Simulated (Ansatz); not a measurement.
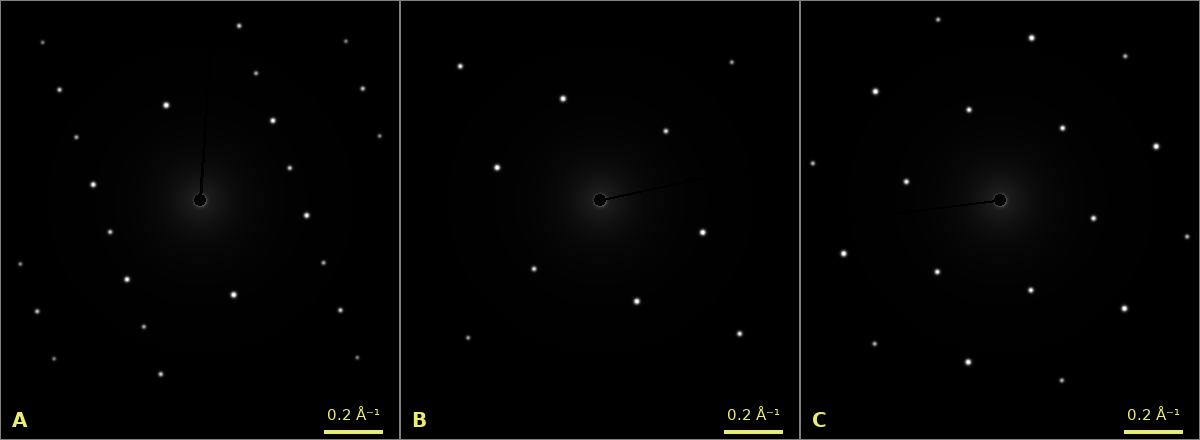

Simulated selected-area electron diffraction patterns (300 kV, kinematic approximation, thin crystal, B = 0.5 Å² for all atoms).

All three come from Yb, space group P6_3/mmc (No. 194), a = 3.46 Å, c = 5.68 Å (hexagonal axes). Structure: the input geometry of an electronic-structure calculation (not necessarily at equilibrium); the starting structure was generated, so it need not be a known form of this composition.

```json
{"atom": "Yb", "site": "2c", "symmetry": "-6m2", "x": "0.3333", "y": "0.6667", "z": "0.2500"}
```

### Assign the zone axes [001], [100], [101] to A, B and C.

A is [100]: rectangular net of 0 0 1 (itself extinct) at d = 5.68 Å and 0 1 0 at d = 3.00 Å, at 90.0°. B is [101]: centred rectangular net of 0 1 0 at d = 3.00 Å and 1 0 -1 at d = 2.65 Å, at 63.8°. C is [001]: hexagonal net of 1 -1 0 at d = 3.00 Å and 1 0 0 at d = 3.00 Å, at 60.0°.
